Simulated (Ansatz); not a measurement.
```xyz
16
Lattice="4.8931 0.0000 0.0000 0.0000 4.8931 0.0000 0.0000 0.0000 4.9654" Properties=species:S:1:pos:R:3 pbc="T T T"
C     4.0968    0.7963    0.8081
C     1.6502    3.2429    3.2908
C     1.6502    1.6502    1.6746
C     4.0968    4.0968    4.1573
C     0.7963    4.0968    0.8081
C     3.2429    1.6502    3.2908
C     0.7963    0.7963    4.1573
C     3.2429    3.2429    1.6746
C     1.6502    3.2429    1.6746
C     4.0968    0.7963    4.1573
C     0.7963    0.7963    0.8081
C     3.2429    3.2429    3.2908
C     3.2429    1.6502    1.6746
C     0.7963    4.0968    4.1573
C     1.6502    1.6502    3.2908
C     4.0968    4.0968    0.8081
```

Space group I4/mmm; a structure from a database of computed crystals, not necessarily the ambient phase; changed on purpose from its base cell (strain +0.015 along x and y, +0.030 along z, atoms carried along); not relaxed (largest force 0.4 eV/Å); computed pressure about −18 GPa in this cell.

All numbers below come from Ansatz 0.2.0, DFT LDA, scalar-relativistic, plane waves, PAW.

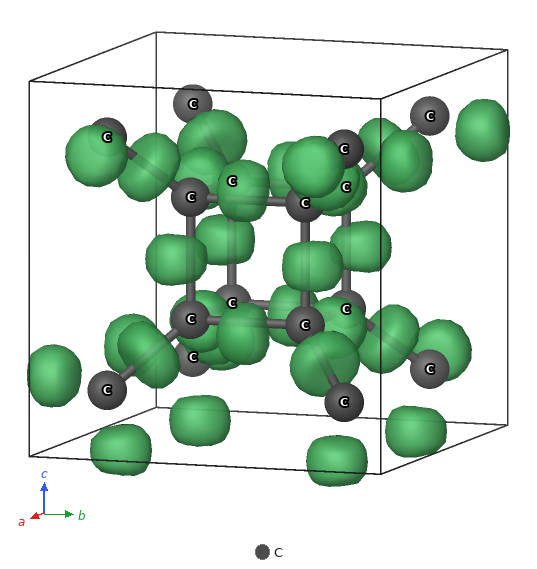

C. Isosurface of the electron localisation function at 0.8 (green), seen slightly off an axis. Only the valence region is drawn (cores and ρ < 0.01 e/Å³ removed). Sticks mark near contacts.

In a PAW calculation such maps are meaningful between the atoms, not at the nuclei.

Where are the electrons localised?

At this value the surface marks out 32 regions between bonded C–C atoms (shared pairs), counted in one cell of 16 atoms. Regions shared between cells count once. Profiles from the grid: C–C (1.49 Å): the ELF peaks at about 0.95 between the atoms; a shared electron pair. C–C (1.59 Å): the ELF peaks at about 0.95 between the atoms (a shared electron pair).

Does the calculation give a band gap?

It is gapped, with a Kohn–Sham gap of 2.8 eV on the k-point mesh (the band edges may lie off the mesh, which would make the gap smaller).
